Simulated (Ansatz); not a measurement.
# Mo: geometry relaxation

System: Mo (P6₃/mmc, 2 atoms in the cell).
Method: DFT PBE, scalar-relativistic, plane waves, PAW, no spin polarisation (Ansatz 0.2.0).

The structure was made by swapping elements on the sites of another compound; it need not be a known phase. It belongs to a series of runs on one base structure; here: Ru -> Mo on all its sites, cell and atoms relaxed.

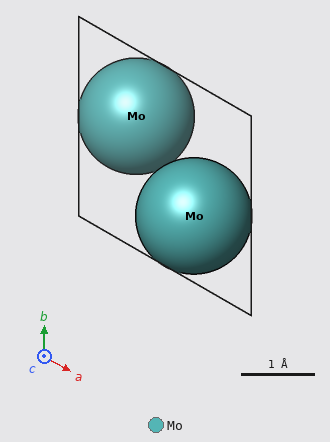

Fig. 1: The starting structure (spheres-only view of the cell of the calculation, along the c axis).

## Key numbers

```csv
quantity,value
outcome,converged
space group (tolerance 0.01 Å),P6₃/mmc (194)
electrons treated,28
free energy,−9911.1740 eV
Fermi energy,20.076 eV
gap on the k-point mesh,none (metallic)
pressure,0.03 GPa
final volume,32.24 Å³
largest force (length of the vector) at the end,under 0.001 eV/Å
final cell,"a = 2.755 Å, b = 2.755 Å, c = 4.903 Å, α = 90.00°, β = 90.00°, γ = 120.00°"
hardware,"1 thread of Intel Xeon (Sapphire Rapids), 192 GiB of memory available, shared host"
wall time,21 s
peak memory,0.41 GiB
```

## The input
```yaml
crystal:
  lattice:
    - [2.7481324014, 0.0, 0.0]
    - [-1.3740662007, 2.3799524726, 0.0]
    - [0.0, 0.0, 4.9262818124]
  atoms:
    - { symbol: Mo, position: [0.3333333333, 0.6666666667, 0.25] }
    - { symbol: Mo, position: [0.6666666667, 0.3333333333, 0.75] }
basis:
  ecutwfc: 420
kpoints:
  mp_grid: { grid: [18, 18, 8] }
hamiltonian:
  xc: pbe
scf:
  occupations: { method: gaussian, width: 0.1 }
output:
  forces: true
  stress: true
  eigenvalues: true
relax:
  adjacent_minimum: "off"
  f_tol: 0.01
  max_steps: 60
  cell: { stress_tol: 0.1 }
```

Command:
```bash
ansatz run input.yaml --threads 1 --pin off --max-ram 2560MiB --backend cpu --events-out ev --progress --plain --runs-dir out
```

## Output
```
Engine: ansatz 0.2.0, x86_64-unknown-linux-gnu
Pseudopotentials: kind: paw
Pseudopotential: Mo, paw, valence charge 14, recommended cutoff 420 eV (normal), Mo.paw.azcp
Functional definition: PBE
  parameter kappa = 0.804
  parameter beta = 0.06672455060314922
  exchange = pbe_x(kappa = kappa, mu = beta*pi^2/3)
  correlation = pbe_c(beta = beta)
Crystal: 2 atoms, lattice volume = 32.220 Å³
Basis set: ecut = 420 eV, 647 PW (Γ), exchange–correlation on 40×40×72 points (8 copies of the dense FFT grid, shifted against one another)
Bands: 18, of which v1, the nominal top of the filled ones, is band 14 counted from 1 (13 counted from 0)
Symmetry: 24 space group operations
Space group: P63/mmc (ITA 194), of the structure as read, at distance tolerance 3.2e-5 Å
k-points: 185 of 2592
Non-local potential: Mo, projectors of the file, l = 0: 3, l = 1: 2, l = 2: 2, l = 3: 1
PAW form: soft (Blöchl's): semilocal exchange-correlation on the pseudo side does not see the compensation charge
PAW one-centre angular grid: Mo, 590 points (default); XC on 64 Gauss nodes
Initial density: superposition of atomic densities (neutral atoms: chi_scale 0, normalization atom), corrected by the library's trained network
Initial wavefunctions: pseudopotential atomic-orbital guess
Functional: x = pbe(κ = 0.804, μ = 0.2195149727645171), c = pbe(β = 0.06672455060314922)
SCF iter   1: F=—  HF=-9911.175025 eV  |F-HF|=—  |Δ(HF+E_count)|=         —  Δρ=5.34e-3  dr2=8.33e-3  ethr=1.77e-3  ⟨swp⟩=5.1  Hψ=14988  notcnv=0
preconditioner: auto → Kerker (q_TF=auto, 2.665 Å⁻¹)  [metal: Δε(μ)=0.018 eV  Ē_g=4.358 eV  σ=0.100 eV  W_gap=0.10  n_scr=10 (ndim 8)  ℏωp=22.7 eV  f_vac=0.000  D(μ)=2.71/eV (n_scr^D=36)]
SCF iter   2: F=—  HF=-9911.173628 eV  |F-HF|=—  |Δ(HF+E_count)|=   1.40e-3  Δρ=3.28e-3  dr2=3.16e-3  ethr=2.98e-5  ⟨swp⟩=1.2  Hψ=4916  notcnv=0
SCF iter   3: F=—  HF=-9911.173074 eV  |F-HF|=—  |Δ(HF+E_count)|=   5.55e-4  Δρ=5.14e-4  dr2=6.02e-5  ethr=1.13e-5  ⟨swp⟩=2.0  Hψ=4480  notcnv=0
SCF iter   4: F=—  HF=-9911.173060 eV  |F-HF|=—  |Δ(HF+E_count)|=   1.37e-5  Δρ=1.48e-4  dr2=4.37e-6  ethr=2.15e-7  ⟨swp⟩=2.0  Hψ=5500  notcnv=0
SCF iter   5: F=—  HF=-9911.173059 eV  |F-HF|=—  |Δ(HF+E_count)|=   1.47e-6  Δρ=3.25e-5  dr2=1.80e-7  ethr=1.56e-8  ⟨swp⟩=2.0  Hψ=5548  notcnv=0
SCF iter   6: F=-9911.173059 eV  HF=-9911.173059 eV  |F-HF|=7.09e-11  |Δ(HF+E_count)|=   4.02e-8  Δρ=4.11e-6  dr2=3.48e-9  ethr=3.57e-10  ⟨swp⟩=4.3  Hψ=10641  notcnv=0
SCF 1 converged in 6 iterations: F = -9911.173059 eV  dr2 = 3.48e-9
  greatest PAW one-centre occupation: 0.998 electrons in one spin orbital (limit 2), on the Mo atom at site 1 (counted from 0), in its partial waves of l = 0
relax step   1: F+E_penalty+E_count = -9911.17305874 eV  Δ(F+E_penalty+E_count) = +0.000e0 eV  max|allowed force component| = 5.204e-17 eV/Å  Δτ_max = 0.0000 Å  P = +0.416 GPa  Ω = 32.220 Å³  (6 SCF iters, dr2 threshold 1.00e-7 eV, accepted)
Crystal: 2 atoms, lattice volume = 32.274 Å³
Initial density: handed on by an earlier stage of this run
Initial wavefunctions: those handed on with the density
iter 1 solved again at ethr=2.35e-6 eV; its pass at ethr=3.10e-3 eV (dr2=6.59e-4 eV) is discarded
SCF iter   1: F=—  HF=-9911.173789 eV  |F-HF|=—  |Δ(HF+E_count)|=         —  Δρ=1.91e-3  dr2=8.33e-4  ethr=2.35e-6  ⟨swp⟩=1.8  Hψ=18661  notcnv=0
preconditioner: auto → Kerker (q_TF=auto, 2.664 Å⁻¹)  [metal: Δε(μ)=0.025 eV  Ē_g=4.353 eV  σ=0.100 eV  W_gap=0.14  n_scr=10 (ndim 8)  ℏωp=22.6 eV  f_vac=0.000  D(μ)=2.81/eV (n_scr^D=36)]
SCF iter   2: F=—  HF=-9911.173628 eV  |F-HF|=—  |Δ(HF+E_count)|=   1.61e-4  Δρ=1.06e-3  dr2=2.78e-4  ethr=2.35e-6  ⟨swp⟩=1.0  Hψ=3330  notcnv=0
SCF iter   3: F=—  HF=-9911.173550 eV  |F-HF|=—  |Δ(HF+E_count)|=   7.78e-5  Δρ=1.33e-4  dr2=3.52e-6  ethr=9.91e-7  ⟨swp⟩=2.5  Hψ=4461  notcnv=0
SCF iter   4: F=—  HF=-9911.173548 eV  |F-HF|=—  |Δ(HF+E_count)|=   1.95e-6  Δρ=1.81e-5  dr2=3.27e-8  ethr=1.26e-8  ⟨swp⟩=2.3  Hψ=5753  notcnv=0
iter 5 did not close the SCF: its close was put off for the readings that it lacked (scf_convergence_deferred on its scf_iter line)
SCF iter   5: F=-9911.173548 eV  HF=-9911.173548 eV  |F-HF|=3.46e-10  |Δ(HF+E_count)|=   1.28e-8  Δρ=2.25e-6  dr2=6.90e-10  ethr=1.17e-10  ⟨swp⟩=1.3  Hψ=3681  notcnv=0
SCF iter   6: F=-9911.173548 eV  HF=-9911.173548 eV  |F-HF|=5.46e-12  |Δ(HF+E_count)|=  3.82e-10  Δρ=2.74e-7  dr2=9.53e-12  ethr=2.46e-12  ⟨swp⟩=1.0  Hψ=8908  notcnv=0
the search or the solves at the SCF's close seem to have found levels that the self-consistency loop had missed (the run counts 2). By its estimate they hold under 1e-12 electrons; where the run keeps them, the occupations were computed again with them
SCF 2 converged in 6 iterations: F = -9911.173548 eV  dr2 = 9.53e-12
relax step   2: F+E_penalty+E_count = -9911.17354801 eV  Δ(F+E_penalty+E_count) = -4.893e-4 eV  max|allowed force component| = 8.674e-18 eV/Å  Δτ_max = 0.0000 Å  P = -0.375 GPa  Ω = 32.274 Å³  energy of the carried Pulay correction = -1.000e-5 eV  (6 SCF iters, dr2 threshold 2.00e-7 eV, accepted)
Crystal: 2 atoms, lattice volume = 32.239 Å³
iter 1 solved again at ethr=2.30e-7 eV; its pass at ethr=3.10e-3 eV (dr2=6.44e-5 eV) is discarded
SCF iter   1: F=—  HF=-9911.174039 eV  |F-HF|=—  |Δ(HF+E_count)|=         —  Δρ=7.52e-4  dr2=1.29e-4  ethr=2.30e-7  ⟨swp⟩=3.2  Hψ=20141  notcnv=0
eigensolver tolerance schedule calibrated: the retry pair's looser diagonalisation under-reported the residual by θ = 0.50 (0.12/decade); ethr = c·dr2/N_el runs at the constant in force after the calibration composes with the one it found (an armed cap, an earlier calibration), c = 6.8e-2
preconditioner: auto → Kerker (q_TF=auto, 2.665 Å⁻¹)  [metal: Δε(μ)=0.006 eV  Ē_g=4.363 eV  σ=0.100 eV  W_gap=0.04  n_scr=10 (ndim 8)  ℏωp=22.7 eV  f_vac=0.000  D(μ)=2.76/eV (n_scr^D=36)]
SCF iter   2: F=—  HF=-9911.174012 eV  |F-HF|=—  |Δ(HF+E_count)|=   2.65e-5  Δρ=4.20e-4  dr2=4.31e-5  ethr=2.30e-7  ⟨swp⟩=1.1  Hψ=3396  notcnv=0
SCF iter   3: F=—  HF=-9911.174000 eV  |F-HF|=—  |Δ(HF+E_count)|=   1.18e-5  Δρ=5.17e-5  dr2=4.98e-7  ethr=1.05e-7  ⟨swp⟩=2.4  Hψ=4994  notcnv=0
iter 4 did not close the SCF: its close was put off for the readings that it lacked (scf_convergence_deferred on its scf_iter line)
SCF iter   4: F=-9911.174000 eV  HF=-9911.174000 eV  |F-HF|=1.60e-9  |Δ(HF+E_count)|=   1.46e-8  Δρ=6.93e-6  dr2=5.49e-9  ethr=1.21e-9  ⟨swp⟩=2.4  Hψ=5835  notcnv=0
iter 5 did not close the SCF: its close was put off for the readings that it lacked (scf_convergence_deferred on its scf_iter line)
SCF iter   5: F=-9911.174000 eV  HF=-9911.174000 eV  |F-HF|=5.64e-11  |Δ(HF+E_count)|=   1.76e-9  Δρ=8.49e-7  dr2=8.58e-11  ethr=1.34e-11  ⟨swp⟩=2.2  Hψ=5198  notcnv=0
SCF iter   6: F=-9911.174000 eV  HF=-9911.174000 eV  |F-HF|=0.00e0  |Δ(HF+E_count)|=  6.37e-11  Δρ=1.08e-7  dr2=1.59e-12  ethr=1.00e-12  ⟨swp⟩=1.0  Hψ=7400  notcnv=0
SCF 3 converged in 6 iterations: F = -9911.174000 eV  dr2 = 1.59e-12
relax step   3: F+E_penalty+E_count = -9911.17400045 eV  Δ(F+E_penalty+E_count) = -4.524e-4 eV  max|allowed force component| = 6.303e-17 eV/Å  Δτ_max = 0.0000 Å  P = +0.034 GPa  Ω = 32.239 Å³  energy of the carried Pulay correction = -2.217e-6 eV  (6 SCF iters, dr2 threshold 2.00e-7 eV, accepted)
Initial wavefunctions: pseudopotential atomic-orbital guess (no wavefunctions were taken with the density)
iter 1 solved again at ethr=4.78e-8 eV; its pass at ethr=3.10e-3 eV (dr2=1.34e-5 eV) is discarded
SCF iter   1: F=—  HF=-9911.174004 eV  |F-HF|=—  |Δ(HF+E_count)|=         —  Δρ=1.25e-5  dr2=7.06e-9  ethr=4.78e-8  ⟨swp⟩=3.1  Hψ=23766  notcnv=0
preconditioner: auto → Kerker (q_TF=auto, 2.665 Å⁻¹)  [metal: Δε(μ)=0.003 eV  Ē_g=4.363 eV  σ=0.100 eV  W_gap=0.02  n_scr=10 (ndim 8)  ℏωp=22.7 eV  f_vac=0.000  D(μ)=2.76/eV (n_scr^D=36)]
SCF iter   2: F=—  HF=-9911.174002 eV  |F-HF|=—  |Δ(HF+E_count)|=   1.75e-6  Δρ=6.46e-6  dr2=1.74e-9  ethr=2.52e-11  ⟨swp⟩=2.1  Hψ=5828  notcnv=0
iter 3 did not close the SCF: its close was put off for the readings that it lacked (scf_convergence_deferred on its scf_iter line)
SCF iter   3: F=-9911.174002 eV  HF=-9911.174002 eV  |F-HF|=7.28e-12  |Δ(HF+E_count)|=   1.54e-9  Δρ=5.17e-7  dr2=2.41e-11  ethr=6.22e-12  ⟨swp⟩=3.0  Hψ=6173  notcnv=0
iter 4 did not close the SCF: its close was put off for the readings that it lacked (scf_convergence_deferred on its scf_iter line)
SCF iter   4: F=-9911.174002 eV  HF=-9911.174002 eV  |F-HF|=3.64e-12  |Δ(HF+E_count)|=  1.27e-11  Δρ=1.05e-7  dr2=8.55e-13  ethr=1.00e-12  ⟨swp⟩=1.0  Hψ=3330  notcnv=0
iter 5 did not close the SCF: its close was put off for the readings that it lacked (scf_convergence_deferred on its scf_iter line)
SCF iter   5: F=-9911.174002 eV  HF=-9911.174002 eV  |F-HF|=1.82e-12  |Δ(HF+E_count)|=  3.64e-12  Δρ=9.28e-9  dr2=7.27e-15  ethr=1.00e-12  ⟨swp⟩=1.0  Hψ=3330  notcnv=0
iter 6 did not close the SCF: its close was put off for the readings that it lacked (scf_convergence_deferred on its scf_iter line)
SCF iter   6: F=-9911.174002 eV  HF=-9911.174002 eV  |F-HF|=3.64e-12  |Δ(HF+E_count)|=    0.00e0  Δρ=2.30e-9  dr2=9.95e-16  ethr=1.00e-12  ⟨swp⟩=1.0  Hψ=3330  notcnv=0
SCF iter   7: F=-9911.174002 eV  HF=-9911.174002 eV  |F-HF|=3.64e-12  |Δ(HF+E_count)|=  1.82e-12  Δρ=3.43e-10  dr2=2.14e-17  ethr=1.00e-12  ⟨swp⟩=1.0  Hψ=7400  notcnv=0
SCF 4 converged in 7 iterations: F = -9911.174002 eV  dr2 = 2.14e-17
relax step   4: F+E_penalty+E_count = -9911.17400247 eV  Δ(F+E_penalty+E_count) = -2.023e-6 eV  max|allowed force component| = 5.898e-17 eV/Å  Δτ_max = 0.0000 Å  P = +0.034 GPa  Ω = 32.239 Å³  stress off target by 5.25e-2 GPa  SCF on the basis re-selected at this cell (its energy is not comparable with the rows above)  (7 SCF iters)
```

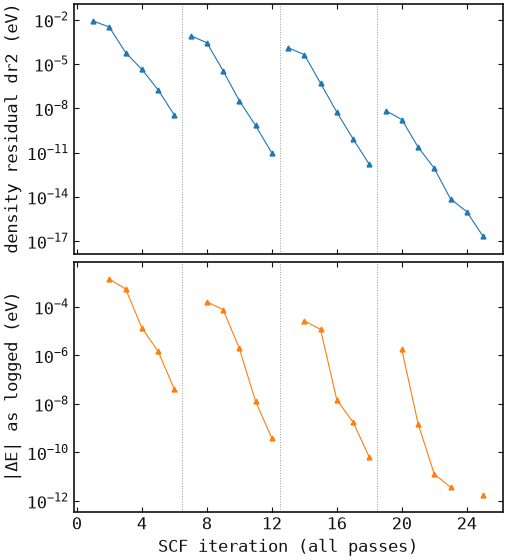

Fig. 2: Convergence of the self-consistent field: density residual dr2 and size of the energy change against the SCF iteration. The dotted lines part the SCF passes of the relaxation: geometry steps, rejected trials and re-solves on a re-selected basis. The passes take 6, 6, 6 and 7 iterations.

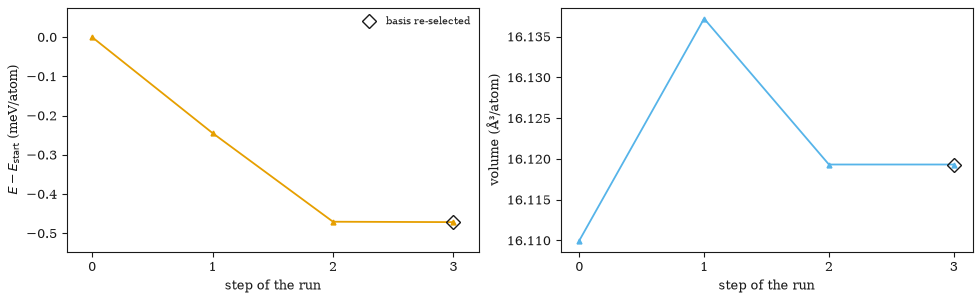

Fig. 3: Progress of the relaxation, step by step (the first geometry is step 0 here and step 1 in the log). After 2 geometry steps the energy has fallen by 0.5 meV per atom. All forces vanish by symmetry, so only the cell relaxes. The pressure goes from 0.42 to 0.03 GPa. No atom moves by more than 0.005 Å relative to the cell. Cell: a = b 2.748 → 2.755 Å (+0.3 %), c 4.926 → 4.903 Å (−0.5 %). Volume +0.1 %. Distances before and after: Mo1–Mo2 2.930 → 2.922 Å, Mo1–Mo1 2.748 → 2.755 Å. The space group stays P6_3/mmc (No. 194). A last SCF at the same geometry on a re-selected plane-wave basis shifts the energy by next to nothing (0.0 meV per atom). (Atoms are counted from 1 in the order of the input.)

```
basis re-selected at this cell: Δ(F+E_penalty+E_count) = -2.023e-6 eV, ΔP = -0.000 GPa vs the last step (what re-selecting the basis moved, of the pressure what is left beyond the Pulay correction that the steps carried, after the strain that the cell walked since its last selection, with what the two solves' SCF thresholds leave and, on support functions, any second-order correction that the steps lacked; it is no measure of the basis error at this ecutwfc). This SCF's stress stands 5.25e-2 GPa from its target on what of the cell is left free (relax.cell.stress_tol is 1.00e-1 GPa) and its largest allowed force component is 5.90e-17 eV/Å (relax.f_tol is 1.00e-2 eV/Å): within both
SCF converged after 7 iterations
Free energy (F): -9911.174002 eV
Harris-Foulkes:  -9911.174002 eV  (|F-HF|=3.64e-12)
Internal energy: -9911.160180 eV  (E = F + TS)
E sigma→0 (E₀):  -9911.167091 eV
Entropy (-TS):   -0.013822 eV (-6.911 meV/atom)
Fermi energy:    20.075870 eV
--- Per-component energies (eV) ---
  E_band       = -126.547031
  E_kinetic    = 881.497703
  E_local      = -1624.149961  (includes V_loc(G=0)·N_el)
  E_nonlocal   = 286.346724
  E_hartree    = 537.618222
  E_xc         = -366.460514
  E_vxc        = -457.329245  (∫ρ·V_xc dr)
  E_paw        = -6402.697760  (= ΣΔE_a)
  E_vpaw       = -288.148781  (= ΣTr[D̂ρ^β])
  E_aug_tail   = 0.000086  (compensation charges beyond the density's cutoff)
  E_ewald      = -3223.314680
  E_smearing   = -0.013822  (= −TS)
  E_closure    = -0.000000  (closes the sum)
  Σ components = -9911.174002   (vs F -9911.174002, Δ=0.00e0)
--- Forces (eV/Å), atoms counted from 1 ---
  atom   1  Mo     0.00000000     0.00000000    -0.00000000
  atom   2  Mo     0.00000000    -0.00000000     0.00000000
  max |Σ_I F_I| component: 6.94e-18 eV/Å
--- Stress (GPa, compression-positive) ---
        0.024394      -0.000000      -0.000000
        0.000000       0.024394       0.000000
       -0.000000       0.000000       0.052505
  P = ⅓ Tr σ = 0.0338 GPa (0.338 kbar)
--- Band table (eV; the first three rows and the last of 185) ---
  k-point 0: bands = ["-40.7902", "-40.6368", "-15.3385", "-14.3029", "-14.1316", "-14.1316", "-14.0292", "-14.0292", "13.2563", "15.3690", "18.3464", "19.4272", "19.4272", "19.9169", "19.9169", "20.6424", "21.5239", "21.5239"]
  k-point 1: bands = ["-40.7844", "-40.6427", "-15.3011", "-14.3445", "-14.1278", "-14.1278", "-14.0331", "-14.0331", "13.3966", "15.3819", "18.2950", "19.4081", "19.4081", "19.8674", "19.8674", "20.2920", "21.6421", "21.6421"]
  k-point 2: bands = ["-40.7680", "-40.6595", "-15.1937", "-14.4619", "-14.1167", "-14.1167", "-14.0442", "-14.0442", "13.7929", "15.3894", "18.1718", "19.3797", "19.3797", "19.4843", "19.7414", "19.7414", "21.9521", "21.9521"]
  k-point 184: bands = ["-40.4858", "-40.4858", "-15.1023", "-15.1023", "-14.9590", "-14.9590", "-14.4601", "-14.4601", "17.0247", "17.0247", "17.5170", "17.5170", "18.9513", "18.9513", "20.4531", "20.4531", "23.4774", "23.4774"]
--- Relaxed structure (3 steps of the walk, 3 accepted, 1 SCFs on fresh bases) ---
  F+E_penalty+E_count = -9911.17400247 eV   max|allowed force component| = 5.898e-17 eV/Å   (the final SCF, on the basis selected at the relaxed cell)
  cell:  # Å, volume = 32.2386 Å³
    - [2.755478714162593, -2.217729014675224e-33, 1.0557425536956809e-19]
    - [-1.3777393570812966, 2.3863145660520857, -5.2787127684785485e-20]
    - [1.8925162914900057e-19, -2.981613468897413e-33, 4.902885103716118]
  atoms:
    - { symbol: Mo, position: [0.33333333333333326, 0.6666666666666665, 0.24999999999999997] }
    - { symbol: Mo, position: [0.6666666666666666, 0.33333333333333326, 0.75] }
```

## Trajectory as extended XYZ (Å, eV, eV/Å), 4 frames, from step=1 to step=4
```
2
Lattice="2.7481 0.0000 0.0000 -1.3741 2.3800 0.0000 0.0000 0.0000 4.9263" Properties=species:S:1:pos:R:3:forces:R:3 step=1 energy=-9911.17306 pressure_GPa=0.42
Mo    0.0000    1.5866    1.2316    0.0000   0.0000   0.0000
Mo    1.3741    0.7933    3.6947    0.0000   0.0000   0.0000
2
Lattice="2.7608 0.0000 0.0000 -1.3804 2.3910 0.0000 0.0000 0.0000 4.8893" Properties=species:S:1:pos:R:3:forces:R:3 step=2 energy=-9911.17355 pressure_GPa=-0.37
Mo    0.0000    1.5940    1.2223    0.0000   0.0000   0.0000
Mo    1.3804    0.7970    3.6669    0.0000   0.0000   0.0000
2
Lattice="2.7555 0.0000 0.0000 -1.3777 2.3863 0.0000 0.0000 0.0000 4.9029" Properties=species:S:1:pos:R:3:forces:R:3 step=3 energy=-9911.17400 pressure_GPa=0.03
Mo    0.0000    1.5909    1.2257    0.0000   0.0000   0.0000
Mo    1.3777    0.7954    3.6772    0.0000   0.0000   0.0000
2
Lattice="2.7555 0.0000 0.0000 -1.3777 2.3863 0.0000 0.0000 0.0000 4.9029" Properties=species:S:1:pos:R:3:forces:R:3 step=4 energy=-9911.17400 pressure_GPa=0.03
Mo    0.0000    1.5909    1.2257    0.0000   0.0000   0.0000
Mo    1.3777    0.7954    3.6772    0.0000   0.0000   0.0000
```

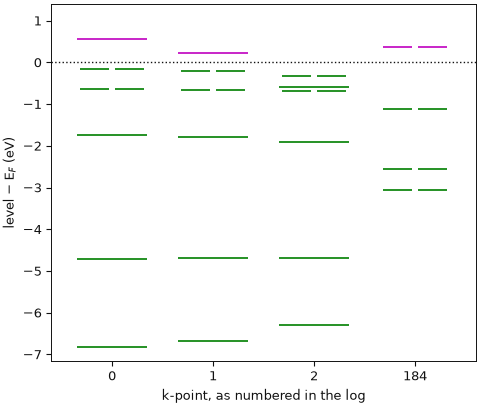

Fig. 4: Kohn–Sham levels near the Fermi level (dotted) at the few k-points that the log prints; levels within 0.02 eV of each other stand side by side. The system is metallic on the full mesh.
